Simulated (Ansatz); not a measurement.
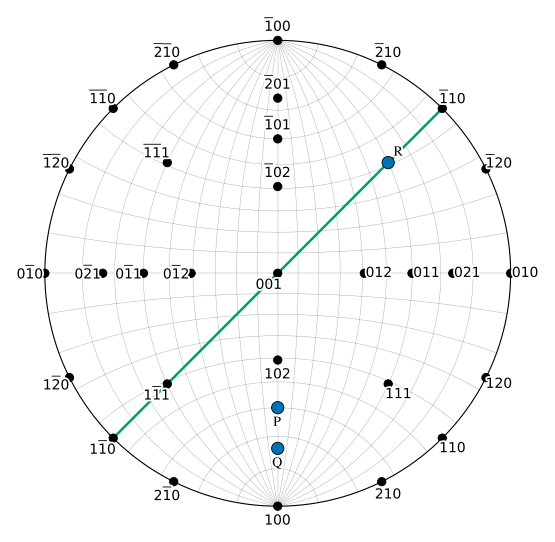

Crystal: I, the geometry relaxed with Ansatz 0.2.0, DFT r2SCAN, scalar-relativistic, plane waves, PAW. Stereographic projection of plane normals (upper hemisphere) centred on (0 0 1). All values are computed from the atomic coordinates in the standard setting (tolerance 0.002 Å).

a = 4.557 Å, b = 4.566 Å, c = 7.884 Å, α = 90.00°, β = 90.00°, γ = 90.00°.

**Index the poles marked P, Q, R.**

P is (1 0 1), 60.0° from the centre; Q is (2 0 1), 73.9° from the centre; R is (−1 1 1), 67.7° from the centre.

**Which zone does the coloured great circle trace?**

The zone [1 1 0]: its poles satisfy h + k = 0.

**What is the angle between the normals of (−1 −1 0) and (−1 0 2), and what are their d_hkl = 1/|g|?**

62.4°; d = 3.226 Å and 2.981 Å.
